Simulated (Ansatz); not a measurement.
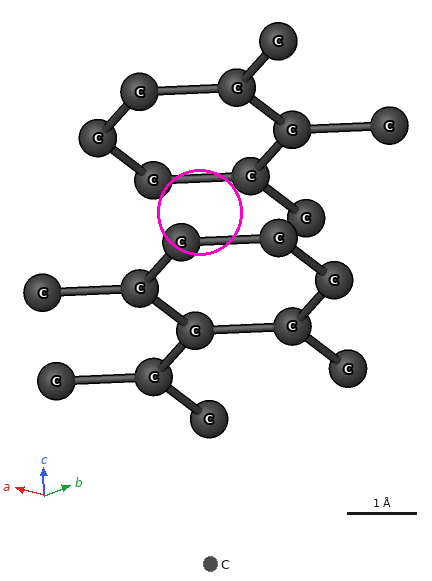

Perfect C. The picture is a ball-and-stick view of the atoms within 3.3 Å of one point, seen from a free direction.

Method: Ansatz, DFT PBE+D3(BJ), scalar-relativistic, plane waves, PAW. (plane-wave cutoff 420 eV; k-point mesh 1 × 1 × 1; occupations gaussian; smearing width 0.01 eV; collinear spin) The cell is small and the k-mesh coarse, so the numbers are rough. The axes drawn are those of the host's conventional cell.

An extra fluorine atom is put between the host's atoms (an interstitial) at the ringed place, in charge state 0. The supercell has 18 sites, and the atoms are relaxed at the host's cell.

How do the neighbours respond?

The F atom starts with 7 C at 1.90 to 2.21 Å around its place and ends with 1 C at 1.49 Å. Of the host's atoms, a carbon atom moves furthest from its site, by 0.26 Å. The F atom itself moves 0.46 Å from where it was put. The cell's net moment is 1.00 μB. Relaxing the atoms from the host's sites lowers the energy by 2.58 eV. At a tolerance of 0.02 Å the relaxed supercell has space group Cm.

The relaxed defect, seen from the same direction:

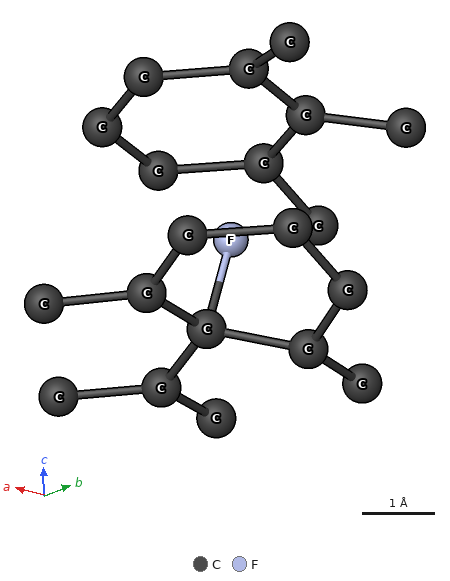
